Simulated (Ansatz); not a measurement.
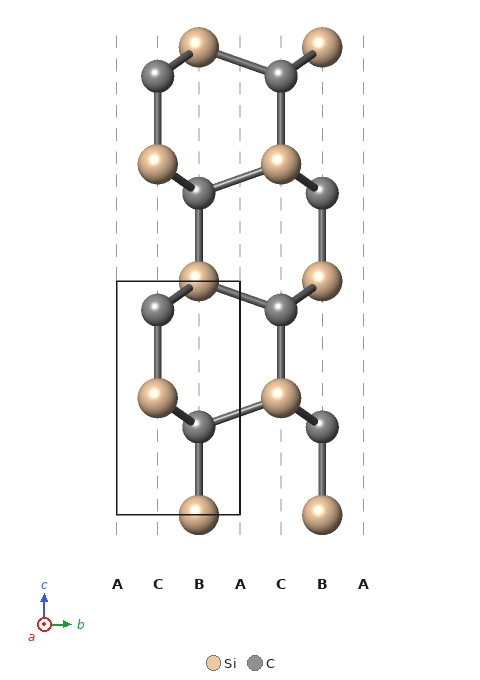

Projection along an edge of the hexagonal mesh, stacking direction c upwards. The dashed lines mark the three columns A (0, 0), B (1/3, 2/3) and C (2/3, 1/3). The sequence starts with the first layer at or above the cell's origin.

The compound is SiC (space group P6_3mc, No. 186), taken as coordinates from a relaxation with DFT PBE, scalar-relativistic, plane waves, PAW in Ansatz; the starting structure was generated, so it need not be a known form of this composition.

Read off the stacking sequence over one period.

Answer. Si(B) – C(B) – Si(C) – C(C) (four layers in 5.07 Å).
